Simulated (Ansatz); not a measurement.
# Ti₃O₄: what the fields show

The calculation's input:

```
crystal:
  lattice:
    - [2.912816229, -4.0303540212, 0.0]
    - [2.912816229, 4.0303540212, 0.0]
    - [0.0, 0.0, 2.9690273776]
  atoms:
    - { symbol: Ti, position: [0.0, 0.0, 0.5] }
    - { symbol: Ti, position: [0.5, 0.0, 0.0] }
    - { symbol: Ti, position: [0.0, 0.5, 0.0] }
    - { symbol: O, position: [0.7627833111, 0.7627833111, 0.0] }
    - { symbol: O, position: [0.2588765549, 0.7411234451, 0.5] }
    - { symbol: O, position: [0.2372166889, 0.2372166889, 0.0] }
    - { symbol: O, position: [0.7411234451, 0.2588765549, 0.5] }
basis:
  ecutwfc: 420
kpoints:
  mp_grid: { grid: [8, 8, 12] }
hamiltonian:
  xc: pbesol
scf:
  occupations: { method: gaussian, width: 0.15 }
output:
  forces: true
  stress: true
  eigenvalues: true
  write_density: true
  write_potential: true
  elf: true
  volumetric_format: npy
```

Run with:

```sh
ansatz run input.yaml --threads 2 --pin off --max-ram 5120MiB --backend cpu --events-out ev --progress --plain --runs-dir out
```

Below, planes, directions and counts refer to the conventional cell (a = 5.83 Å, b = 8.06 Å, c = 2.97 Å, α = 90.00°, β = 90.00°, γ = 90.00°).

Space group Cmmm; a structure from a database of computed crystals, not necessarily the ambient phase; computed without spin polarisation.

Level of theory: DFT PBEsol, scalar-relativistic, plane waves, PAW (Ansatz).

Core electrons are frozen (PAW), and the valence fields are smoothed inside the atomic spheres.

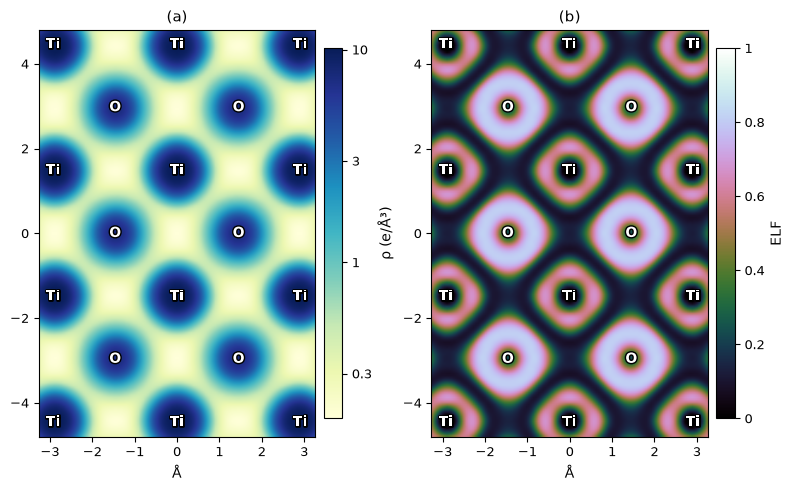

Figure 1. (a) valence electron density; (b) ELF on the (010) plane of the conventional cell.

Describe what can be read from this map.

The plane passes through Ti and O nuclei.
Ti–Ti (2.91 Å): ρ is about 0.19 e/Å³ halfway; the ELF is about 0.15 at the midpoint (no localised pair shows between them).
Ti–O (2.08 Å): the density is about 0.48 e/Å³ at the midpoint; the ELF peaks at about 0.80 in the valence shell of O, 0.6 Å from its nucleus, and is about 0.15 at the midpoint: no localised pair shows between them.
Ti–Ti (2.97 Å): ρ at the midpoint is about 0.18 e/Å³; the ELF is about 0.10 at the midpoint; no shared electron pair shows on this line.
Between the atoms the lowest density in this plane is 0.18 e/Å³.
The features right at Ti lie inside the PAW spheres, where the map follows smoothed inner orbitals and isn't to be read closely.

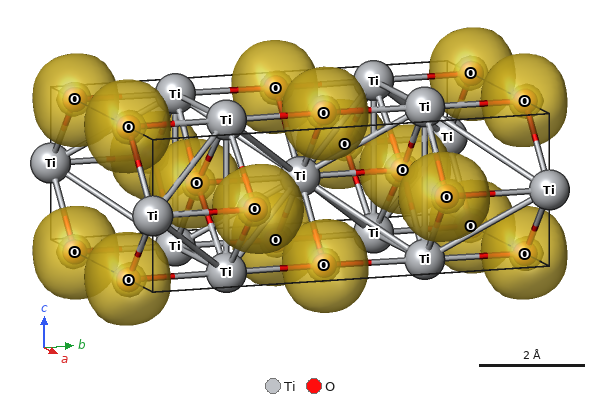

Figure 2. Isosurface of the electron localisation function at 0.65 (yellow), seen slightly off an axis. Core shells and regions of very low density are left out. Sticks mark near contacts.

Describe the localisation domains.

At this value the surface marks out eight regions wrapped around O (the valence shell of each), counted in one cell of 14 atoms. Any copies at cell faces, edges or corners count once. Profiles from the grid: Ti–O (2.02 Å): the ELF peaks at about 0.85 in the valence shell of O, 0.6 Å from its nucleus, and is about 0.15 at the midpoint: no localised pair shows between them. Ti–Ti (2.90 Å): the ELF is about 0.15 at the midpoint: no localised pair shows between them.

Does the calculation give a band gap?

It is metallic or semimetallic at this level of theory: no gap opens; semilocal functionals without U, or without the true magnetic order, often close the gap of such compounds.
